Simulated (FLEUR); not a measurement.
## Nb: 7 runs along one coordinate

System: Nb (Im-3m, 1 atom in the cell).
Method: Kohn-Sham DFT of a periodic cell, PBEsol, all-electron, no spin polarisation (FLEUR MaX-R8.1 (later development tree)).

The 7 runs differ only in the geometry, by an even scaling of the cell at fixed fractional positions. The structure derives from an entry of the Crystallography Open Database.

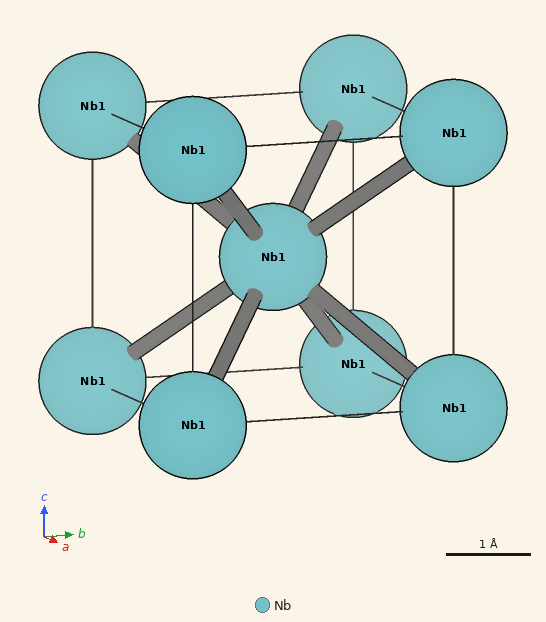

Figure 1. The structure of run 4 (ball-and-stick view of the cell 2 times as large as that of the calculation, set on its symmetry axes, seen slightly off an axis; atoms are numbered from 1 in the order of the input). An atom can appear more than once, as a periodic image.

## Input of run 4
```
<?xml version="1.0" encoding="UTF-8" standalone="no"?>
<fleurInput fleurInputVersion="0.39">
   <comment>
      Nb                                                                                                  
   </comment>
   <calculationSetup>
      <cutoffs Kmax="4.1" Gmax="12.7" GmaxXC="12.7" numbands="0"/>
      <scfLoop itmax="60" minDistance="0.00001" maxIterBroyd="15" imix="Anderson" alpha="0.05" precondParam="0.0" spinf="2.0" sdNocoIR="T"/>
      <coreElectrons ctail="T" frcor="F" kcrel="0" coretail_lmax="0"/>
      <xcFunctional name="PBEs" relativisticCorrections="F"/>
      <magnetism jspins="1"/>
      <soc l_soc="F" theta="0.0" phi="0.0" spav="F"/>
      <expertModes spex="0" secvar="F"/>
      <geometryOptimization l_f="T" forcealpha="1.0" forcemix="BFGS" epsdisp="0.0005" epsforce="0.0002"/>
      <ldaU l_linMix="F" mixParam="0.05" spinf="1.0"/>
   </calculationSetup>
   <cell>
      <bzIntegration valenceElectrons="13.0" mode="hist" fermiSmearingEnergy="0.00183747">
         <kPointListSelection listName="default-1"/>
         <!-- k-points included here -->
         <xi:include xmlns:xi="http://www.w3.org/2001/XInclude" href="kpts.xml"> </xi:include>
      </bzIntegration>
      <!-- symmetry operations included here -->
      <xi:include xmlns:xi="http://www.w3.org/2001/XInclude" href="sym.xml"> </xi:include>
      <bulkLattice scale="1.0">
         <bravaisMatrix>
            <row-1>   -3.1444097850281700     3.1444097850281700     3.1444097850281700</row-1>
            <row-2>    3.1444097850281700    -3.1444097850281700     3.1444097850281700</row-2>
            <row-3>    3.1444097850281700     3.1444097850281700    -3.1444097850281700</row-3>
         </bravaisMatrix>
      </bulkLattice>
   </cell>
   <atomSpecies>
      <species name="Niobium (Nb)" element="Nb" atomicNumber="41">
         <mtSphere radius="2.47" gridPoints="833" logIncrement="0.015"/>
         <atomicCutoffs lmax="10" lnonsphr="10"/>
         <electronConfig flipSpins="F">
            <coreConfig>(1s1/2) (2s1/2) (2p1/2) (2p3/2) (3s1/2) (3p1/2) (3p3/2) (3d3/2) (3d5/2)</coreConfig>
            <valenceConfig>(4s1/2) (4p1/2) (4p3/2) (5s1/2) (4d3/2) (4d5/2)</valenceConfig>
            <stateOccupation state="(5s1/2)" spinUp="0.500000" spinDown="0.500000"/>
            <stateOccupation state="(4d3/2)" spinUp="0.800000" spinDown="0.800000"/>
            <stateOccupation state="(4d5/2)" spinUp="1.200000" spinDown="1.200000"/>
         </electronConfig>
         <energyParameters s="5" p="5" d="4" f="4"/>
         <lo type="SCLO" l="0" n="4" eDeriv="0"/>
         <lo type="SCLO" l="1" n="4" eDeriv="0"/>
         <lo type="SCLO" l="1" n="4" eDeriv="1"/>
         <lo type="SCLO" l="2" n="4" eDeriv="2"/>
         <lo type="SCLO" l="3" n="4" eDeriv="2"/>
      </species>
   </atomSpecies>
   <atomGroups>
      <atomGroup species="Niobium (Nb)">
         <relPos label="                   1">.0000000000 .0000000000 .0000000000</relPos>
         <force calculate="T" relaxXYZ="TTT"/>
      </atomGroup>
   </atomGroups>
   <output dos="F" band="F" slice="F">
      <checks vchk="F" cdinf="F"/>
      <bandDOS minEnergy="-.5*Htr" maxEnergy="0.5*Htr" sigma="0.015" storeEVData="T"/>
      <vacuumDOS vacdos="F" integ="F" star="F" nstars="0" locx1="0.0" locy1="0.0" locx2="0.0" locy2="0.0" nstm="0" tworkf="0.0"/>
      <unfoldingBand unfoldBand="F" supercellX="1" supercellY="1" supercellZ="1"/>
      <plotting iplot="0" polar="F">
         <plot TwoD="T" vec1="  1.0  0.0  0.0" vec2="  0.0  1.0  0.0" vec3="  0.0  0.0  1.0" zero="  0.0  0.0  0.0" file="plot"/>
      </plotting>
      <chargeDensitySlicing numkpt="0" minEigenval="0.0" maxEigenval="0.0" nnne="0" pallst="F"/>
      <specialOutput eonly="F"/>
      <moessbauerParams electricFieldGradient="T" isomerShift="T" coreHyperfine="T" valenceHyperfine="T"/>
      <magneticCircularDichroism mcd="F" energyLo="-10.0" energyUp="0.0"/>
   </output>
  <!-- We include the file relax.xml here to enable relaxations (see documentation) -->
  <xi:include xmlns:xi="http://www.w3.org/2001/XInclude" href="relax.xml"> <xi:fallback/> </xi:include>
</fleurInput>
```

Command:
```bash
inpgen -f crystal.txt -profile fastHighL; fleur_MPI
```

Run 2 has the same physical settings and fractional positions; its lattice vectors (Å) are:
```
  -1.641461    1.641461    1.641461
   1.641461   -1.641461    1.641461
   1.641461    1.641461   -1.641461
```

## Results, with one run withheld

| run | volume per atom (Å³) | free energy per atom, from the lowest run given (meV) |
| --- | --- | --- |
| 1 | 17.322 | 0.00 |
| 2 | 17.691 | ? |
| 3 | 18.060 | 4.38 |
| 4 | 18.428 | 18.63 |
| 5 | 18.797 | 40.02 |
| 6 | 19.165 | 67.93 |
| 7 | 19.534 | 101.77 |

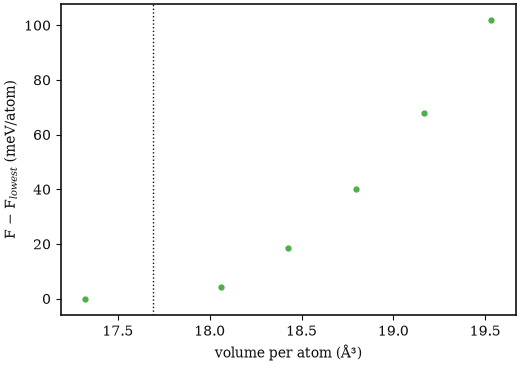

Figure 2. Free energy per atom of the runs given; the dotted line marks run 2.

Fit the runs given and predict run 2.

A cubic polynomial in V^(−2/3) (the Birch–Murnaghan form), fitted to the 6 runs given, misses them by at most 0.03 meV per atom. With x = V^(−2/3) − 0.14282 Å⁻², it reads F = 23.725 − 10473 x + 1.0599e+06 x² − 2.1554e+06 x³ (meV per atom). At run 2 it gives −2.10 meV per atom, and the run itself gives −2.04. The fit has its minimum at 17.592 Å³ per atom, where V d²F/dV² gives 182 GPa: the bulk modulus at this level, since symmetry fixes the shape and the positions.

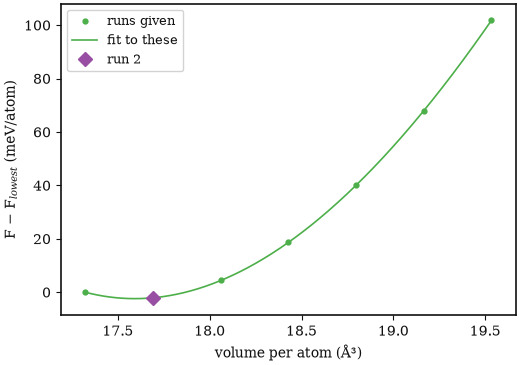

Figure 3. The fit and the withheld run.

## Output (run 2)
```
Welcome to FLEUR        (www.flapw.de)
      MaX-Release 8.1          (www.max-centre.eu)

 ========== k-point set info ==========
 Selected k-point list: default-1
 k-point list type: mesh
 11 x 11 x 11
 Number of k points: 56

 ------------Calculation Setup---------------------------
 Number of MPI-tasks      :            1
 Number of PE/node        :            1
 Number of OMP-threads    :            1
 Most efficient MPI parallelization for:
           1           2           4           7           8          14          28          56
 Additional eigenvalue parallelization possible
 Number of basis functions:          183
 Approximate size of matrices (H+S) per k-point:         0.000 GB
 --------------------------------------------------------

 Iteration:     1   Distance:      12.22922719 me/bohr^3

 Iteration:     2   Distance:      11.21656362 me/bohr^3

 Iteration:     3   Distance:       4.45106229 me/bohr^3

 Iteration:     4   Distance:       2.49709226 me/bohr^3

 Iteration:     5   Distance:       1.32221309 me/bohr^3

 Iteration:     6   Distance:       0.10638359 me/bohr^3

 Iteration:     7   Distance:       0.12219913 me/bohr^3

 Iteration:     8   Distance:       0.00539434 me/bohr^3

 Iteration:     9   Distance:       0.00533719 me/bohr^3

 Iteration:    10   Distance:       0.00051891 me/bohr^3

 Iteration:    11   Distance:       0.00027103 me/bohr^3

 Iteration:    12   Distance:       0.00002485 me/bohr^3

 Iteration:    13   Distance:       0.00000056 me/bohr^3

 ********************************************************************
 Run finished successfully
 Stop message:
   all done
 ********************************************************************
```
